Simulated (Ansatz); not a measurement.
System: H2 on a slab of content GaAs.

The given structure:
```xyz
6
Lattice="4.0010 0.0000 0.0000 0.0000 4.0010 0.0000 0.0000 0.0000 24.0728" Properties=species:S:1:pos:R:3 pbc="T T T"
As    0.0000    2.0005    8.4999
Ga    2.0005    2.0005    9.9146
As    2.0005    0.0000   11.3291
Ga    0.0000    0.0000   12.7124
As    0.0000    2.0005   14.1652
Ga    2.0005    2.0005   15.6346
```

Computed with Ansatz 0.2.0: adsorption at several starting sites on a slab cut from the named crystal, one adsorbate a surface cell, the lower planes held, the adsorption energy counts from the clean slab and the free, spin-polarised adsorbate, negative where bound, plane waves with PAW datasets, Γ-centred k mesh. Level: PBEsol, no spin polarisation.

- crystal formula: GaAs
- crystal space group number: 216
- Miller index h: 1
- Miller index k: 0
- Miller index l: 0
- top plane: Ga
- bottom plane: As
- planes: 6
- surface cell: (1, 1)
- slab thickness as cut: 7.07 Å
- vacuum: 17 Å
- surface area: 16.01 Å²
- wave cutoff: 420 eV
- k mesh: 7×7×1
- occupations: Gaussian
- smearing width: 0.05 eV
- boundary: dipole corrected
- adsorbate: H2

Sites are named by a rule of distances and placed in fractions of the cell vectors a and b; the slab's top layers relax too; key: 1 = top site at (0.50, 0.50); 2 = hollow site at (0.00, 0.00); 3 = bridge site at (0.50, 0.00).

Predict the adsorption energy of each starting site.

The adsorbate slid sideways from no. 1 (by 0.5 Å) and no. 3 (by 0.5 Å). Among these starts the lowest is no. 3, at −0.399 eV; the next, no. 1, is 0.021 eV higher.

```json
{"starting site": "no. 1", "adsorption energy (eV)": "-0.378", "height over highest slab atom (Å)": "2.592", "lateral move (Å)": "0.54", "dipole change (e Å)": "0.024"}
{"starting site": "no. 2", "adsorption energy (eV)": "-0.365", "height over highest slab atom (Å)": "3.765", "lateral move (Å)": "0.32", "dipole change (e Å)": "0.022"}
{"starting site": "no. 3", "adsorption energy (eV)": "-0.399", "height over highest slab atom (Å)": "0.931", "lateral move (Å)": "0.50", "dipole change (e Å)": "0.020"}
```

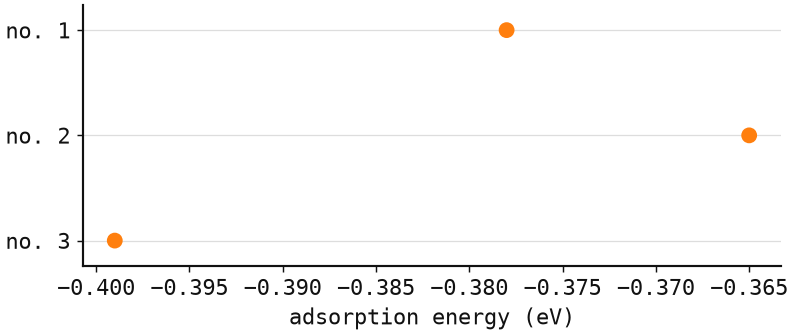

Keep in mind: xc potential rough in thin density.
